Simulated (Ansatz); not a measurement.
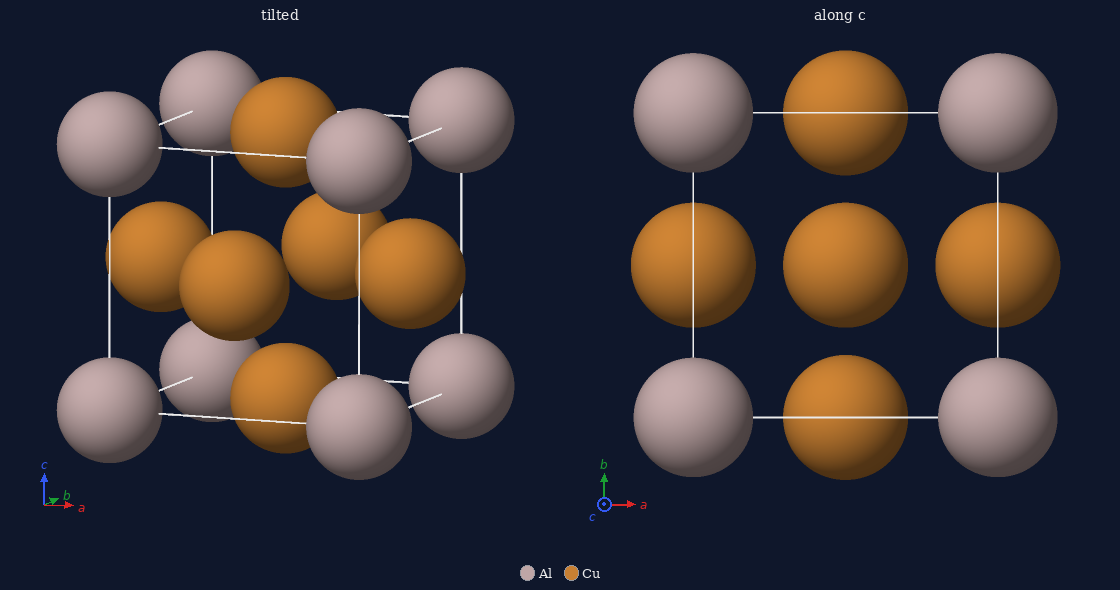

A spheres-only rendering, viewed slightly off an axis and along the c axis. One conventional unit cell is outlined, and atoms on its boundary appear in each equivalent place. Cell: a = 3.632 Å, b = 3.632 Å, c = 3.632 Å, α = 90.00°, β = 90.00°, γ = 90.00°.

Notes on the structure:

Its composition is AlCu₃. It is primitive cubic, space group Pm-3m (No. 221). The structure is of the kind named Cu₃Au (L1₂) type. Atoms per cell: 4 (1 Al, 3 Cu). The neighbours of Al are twelve Cu in a cuboctahedral arrangement at about 2.6 Å. Cu is coordinated by eight Cu and four Al in a cuboctahedral arrangement (about 2.6 Å to Cu, 2.6 Å to Al).

The model was built from a structure listed in the Materials Project. The picture shows the end point of a geometry optimisation with Ansatz 0.2.0, DFT PBEsol, scalar-relativistic, plane waves, PAW.
